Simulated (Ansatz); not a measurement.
# CdS: what the fields show

```
Cd S
1.0
     5.81918    0.00000    0.00000
     0.00000    0.00000   -5.81918
     0.00000    5.81918    0.00000
Cd S
4 4
Direct
  0.50000 0.50000 0.00000
  0.00000 0.50000 0.50000
  0.00000 0.00000 0.00000
  0.50000 0.00000 0.50000
  0.25000 0.75000 0.25000
  0.75000 0.75000 0.75000
  0.75000 0.25000 0.25000
  0.25000 0.25000 0.75000
```

Space group F-43m; changed on purpose from its base cell (volume × 0.97).

All numbers below come from Ansatz 0.2.0, DFT r2SCAN, scalar-relativistic, plane waves, PAW.

In a PAW calculation such maps are meaningful between the atoms, not at the nuclei.

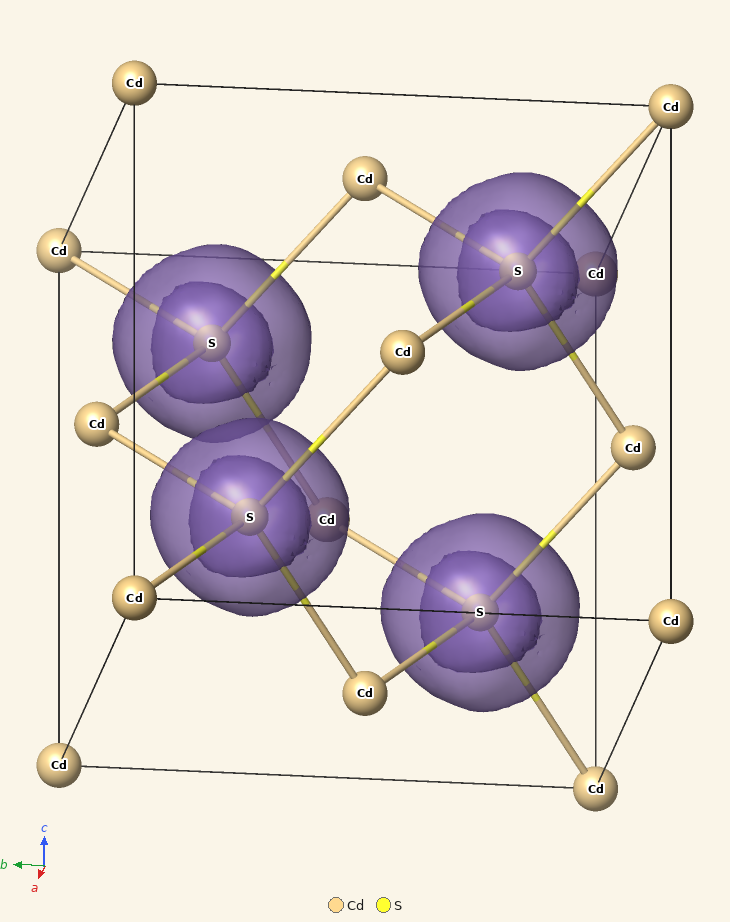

Figure 1. Isosurface of the electron localisation function at 0.8 (purple), seen at an oblique angle. Core shells and regions of very low density are left out. Sticks mark near contacts.

Describe the localisation domains.

The surface consists of four regions wrapped around S (the valence shell of each), counted in one cell of 8 atoms. Any copies at cell faces, edges or corners count once. Along the contacts the grid gives the following. Cd–S (2.52 Å): the ELF peaks at about 0.90 in the valence shell of S, 0.8 Å from its nucleus, and is about 0.35 at the midpoint.

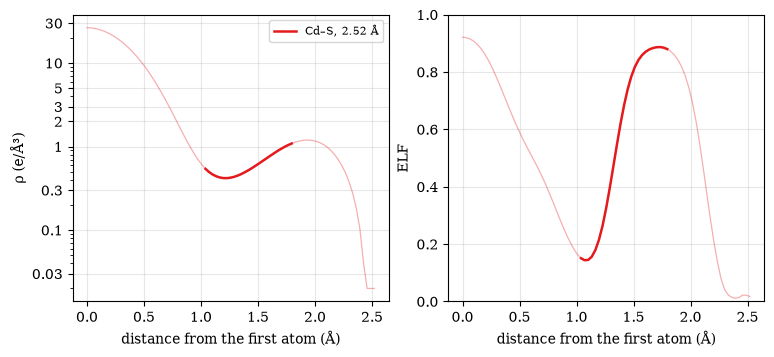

Figure 2. Valence electron density and ELF along straight lines between neighbouring atoms. Thin, pale parts lie inside the atomic spheres.

What can be read from the curves?

Cd–S (2.52 Å): ρ is about 0.42 e/Å³ halfway; the ELF peaks at about 0.90 in the valence shell of S, 0.8 Å from its nucleus, and is about 0.35 at the midpoint.

Metal or insulator at this level of theory?

It is gapped, with a Kohn–Sham gap of 1.6 eV on the k-point mesh (the band edges may lie off the mesh, which would make the gap smaller).
